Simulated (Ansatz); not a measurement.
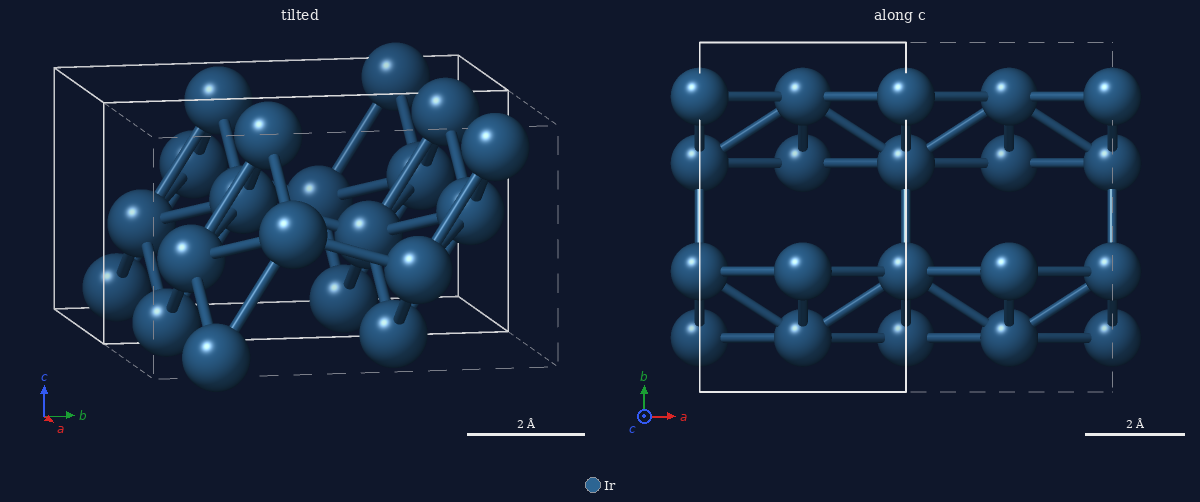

Ball-and-stick representation of a periodic structure, projected slightly off an axis and along the c axis. A 2×1×1 array of cells is drawn; the conventional unit cell has the solid edges.

Ir, space group Cmce (No. 64), a = 4.18 Å, b = 7.08 Å, c = 4.18 Å, α = 90.00°, β = 90.00°, γ = 90.00°.

Level of theory and settings: DFT, PAW plane waves, LDA, spin-orbit in Ansatz 0.2.0, a cutoff energy of 420 eV, k-points about 0.30 Å⁻¹ apart, Fermi-Dirac smearing of 0.1 eV, spinor wavefunctions.

> Predict the gap.

A metal: bands cross the Fermi level.

> State the hydrostatic pressure.

The computed pressure is 28.5 GPa (compressed: it would expand). The stress isn't hydrostatic: its largest component is 35.0 GPa.

About the cell: it is a generated cell, made by putting these elements into a known structure type (the compound may or may not exist in this form), and it is unrelaxed. A calculation with Ansatz used it as input.

At this level of theory the cell isn't at rest (compressed, at 29 GPa), so its distances can differ from those at equilibrium, the more so the softer the solid.
